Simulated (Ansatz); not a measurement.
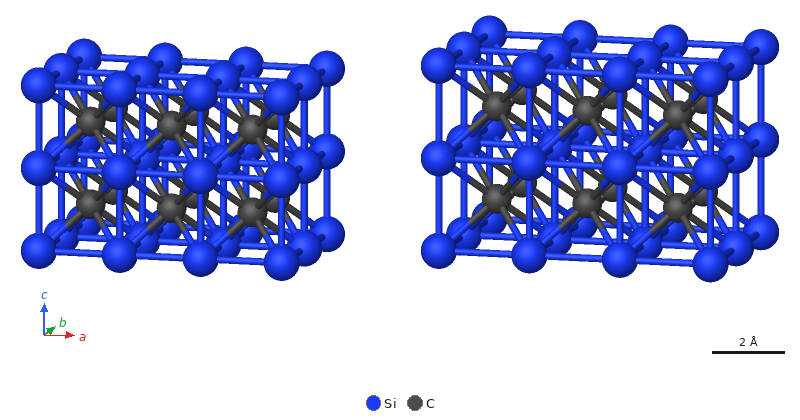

Two geometries of solid SiC (built on the CsCl type), drawn at one scale. One is the start of a relaxation, the other its converged end. The picture is a ball-and-stick view of the cell of the calculation, repeated 3 × 2 × 2 with one cell outlined, seen slightly off an axis.

The calculation used DFT, PBE, plane waves, PAW in Ansatz 0.2.0. Set-up: plane-wave cutoff 420 eV; k-point mesh 10 × 10 × 10; occupations fermi dirac; smearing width 0.02 eV; no spin polarisation; cell and atoms relaxed; force threshold 0.005 eV/Å.

### Which of the two is the end point?

The right one is the relaxed one. No atom moves by more than 0.005 Å relative to the cell. The drawn cell changes as follows: a = b = c 2.364 → 2.644 Å (+11.9 %); the volume changes by +40.0 %. Some distances before and after: Si–Si 2.364 → 2.644 Å, C–Si 2.047 → 2.290 Å. The space group stays Pm-3m (No. 221). The energy falls by 1.431 eV per cell of the calculation in 6 accepted moves (8 points after the start). All forces vanish by symmetry, so only the cell relaxes. Pressure: 118.55 GPa at the start and 0.02 GPa at the end. The SCF was repeated twice at an unchanged geometry on a basis and grid sized afresh for the cell, which shifted the energy by 37.7 meV per cell of the calculation at most. The run took roughly 7 core-seconds on a shared host.
